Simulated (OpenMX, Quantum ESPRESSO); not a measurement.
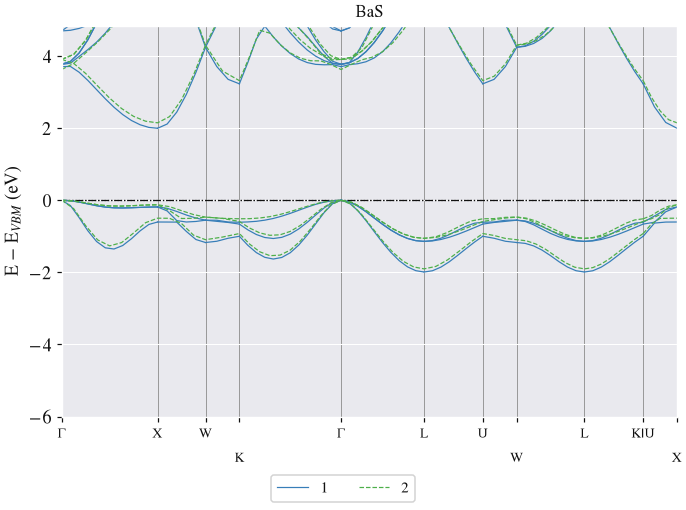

Band structures of rocksalt BaS, space group Fm-3m, 2 atoms in the primitive cell (cubic a = 6.388 Å), by two programs with one functional on the same cell. Each is counted from its own valence-band top.

### Which curve is which? The runs: PBE (OpenMX), PBE (Quantum ESPRESSO).

1 is PBE (OpenMX); 2 is PBE (Quantum ESPRESSO). PBE (OpenMX) gives a gap of 2.00 eV along the path and PBE (Quantum ESPRESSO) gives a gap of 2.15 eV along the path.

Settings. PBE (OpenMX): OpenMX 2013 PBE set, Ba10.0-s3p2d2, S7.0-s2p2d1f1, grid cutoff 300 Ry, no spin polarisation, no spin-orbit coupling, 7×7×7 k mesh, Fermi-Dirac smearing of 0.05 eV (OpenMX 3.8.5). PBE (Quantum ESPRESSO): PseudoDojo 0.4.1 SR PBE standard, no spin polarisation, no spin-orbit coupling, 7×7×7 k mesh, 707 eV cutoff, Fermi-Dirac smearing of 0.05 eV (Quantum ESPRESSO).

Spin-orbit coupling is left out, which matters for Ba. LDA, GGA and most meta-GGA functionals understate gaps. PBE (OpenMX): the basis of atomic orbitals isn't converged, which shifts gaps and empty levels. PBE (Quantum ESPRESSO): this release of the barium file is off.
